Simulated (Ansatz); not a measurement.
A periodic structure is given below.

```yaml
crystal:
  lattice:
    - [5.25076, 0.00000, 0.00000]
    - [0.00000, 5.28797, 0.00000]
    - [-2.50399, 0.00000, 4.61902]
  atoms:
    - { symbol: Ti, position: [0.50000, 0.36833, 0.25000] }
    - { symbol: Ti, position: [0.50000, 0.63167, 0.75000] }
    - { symbol: O, position: [0.21199, 0.87929, 0.67169] }
    - { symbol: O, position: [0.78801, 0.12071, 0.32831] }
    - { symbol: O, position: [0.78801, 0.87929, 0.82831] }
    - { symbol: O, position: [0.21199, 0.12071, 0.17169] }
    - { symbol: Ti, position: [0.00000, 0.86833, 0.25000] }
    - { symbol: Ti, position: [0.00000, 0.13167, 0.75000] }
    - { symbol: O, position: [0.71199, 0.37929, 0.67169] }
    - { symbol: O, position: [0.28801, 0.62071, 0.32831] }
    - { symbol: O, position: [0.28801, 0.37929, 0.82831] }
    - { symbol: O, position: [0.71199, 0.62071, 0.17169] }
```

Give a crystallographic description of this input.

Its composition is TiO$_{2}$. The lattice is base-centred monoclinic and the space group C2/c (No. 15). The cell holds 12 atoms (4 Ti, 8 O), Z = 4. Ti sits among six O in a distorted octahedral arrangement at 1.89 to 1.95 Å. Each O is bonded to three Ti at 1.89 to 1.95 Å. Not all metal-metal contacts are counted. The bonds build a three-dimensional framework.

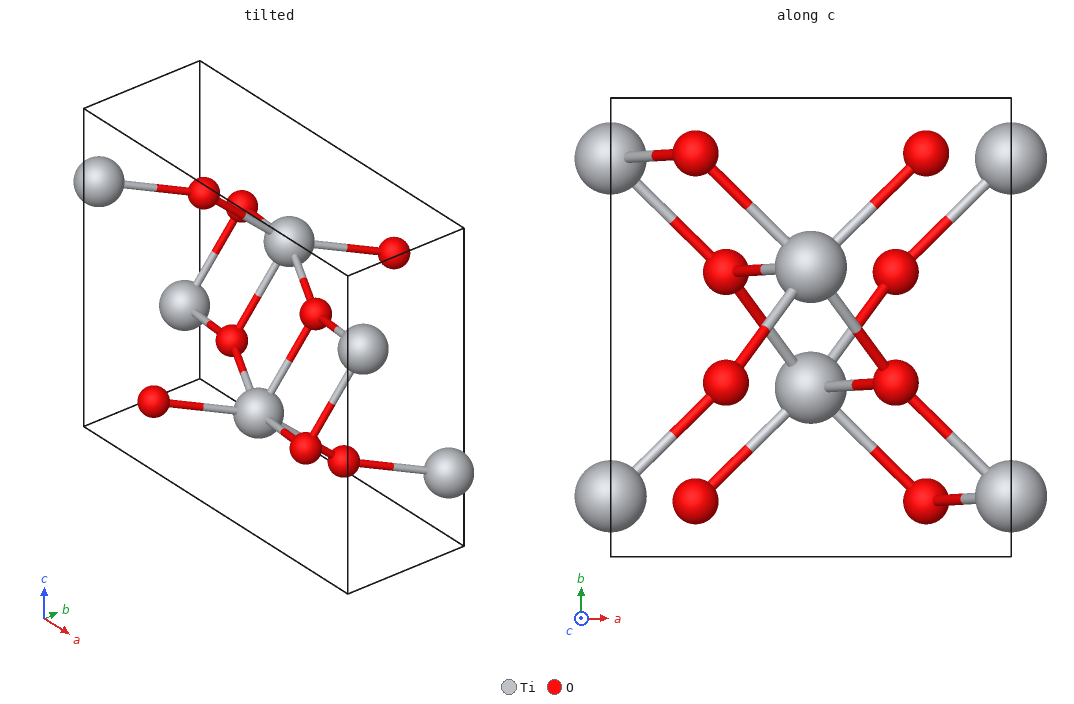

A ball-and-stick rendering, viewed slightly off an axis and along the c axis. Thin lines show the conventional unit cell, with boundary atoms drawn in all their periodic places.

Its origin is a structure listed in the Materials Project. The cell was then strained or its atoms displaced on purpose. The atoms were relaxed in a fixed cell with DFT LDA, scalar-relativistic, plane waves, PAW (Ansatz 0.2.0).

At this level of theory the run's own cell isn't at rest (compressed, at 6 GPa), so its distances can differ from those at equilibrium, the more so the softer the solid.
